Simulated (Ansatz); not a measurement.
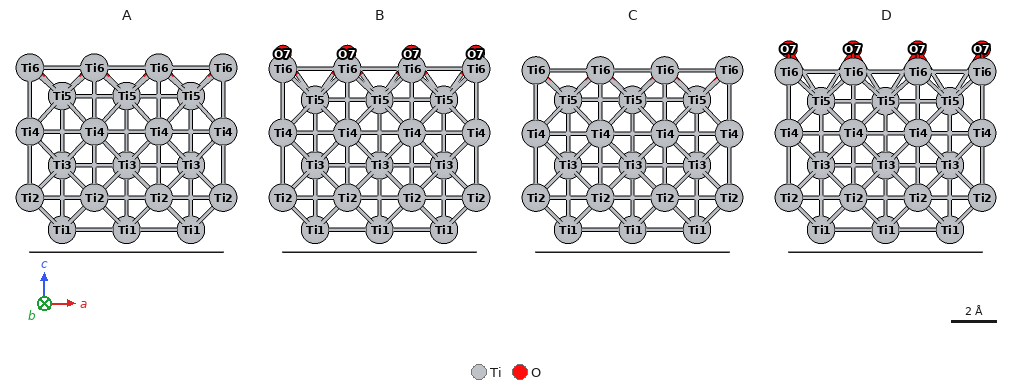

4 geometries from one constrained relaxation of a slab of composition Ti$_{6}$O (cut from the Fm-3m phase), in shuffled order. A ball-and-stick model of the 3 × 1 repeat of the cell, outlined in the plane, without the vacuum, seen along the b axis.

Case: O put at a bridge Ti-Ti site. The slab is the (1 1 0) face of Ti with O on it. 3 atoms are held fixed.

All numbers below come from DFT PBEsol, scalar-relativistic, plane waves, PAW (Ansatz). Settings: plane-wave cutoff 420 eV; k-point mesh 10 × 7 × 1; occupations gaussian; smearing width 0.1 eV; no spin polarisation; dipole correction; atoms relaxed in a fixed cell; force threshold 0.03 eV/Å; at most 70 steps.

**Put them in the order of the run, from the start to the converged end.**

D, B, A, C. They are steps 0, 1, 3, 7, at +2.358 eV per cell of the calculation, +1.132 eV per cell of the calculation, +48.1 meV per cell of the calculation relative to the last. The energy falls by 2.358 eV per cell of the calculation in 7 geometry steps. Largest force component: 4.7 eV/Å at the start, 0.0048 eV/Å at the end. The largest move is that of O7, 0.78 Å along the normal (−c). Largest moves by element: O 0.78 Å, Ti 0.06 Å. The lattice vectors keep their values. Among the contacts that change: Ti5–O7 2.725 → 2.057 Å, Ti6–O7 2.261 → 2.035 Å, Ti4–Ti6 2.734 → 2.812 Å, Ti3–Ti5 2.856 → 2.915 Å. Bond angles that change, for instance: Ti6–O7–Ti6 127.5° → 170.6°, Ti5–O7–Ti5 63.5° → 88.4°, Ti5–O7–Ti6 67.9° → 86.6°.

Limits of the set-up: the periodic images lie only 2.9 Å apart, so the values are limited by the cell's size.
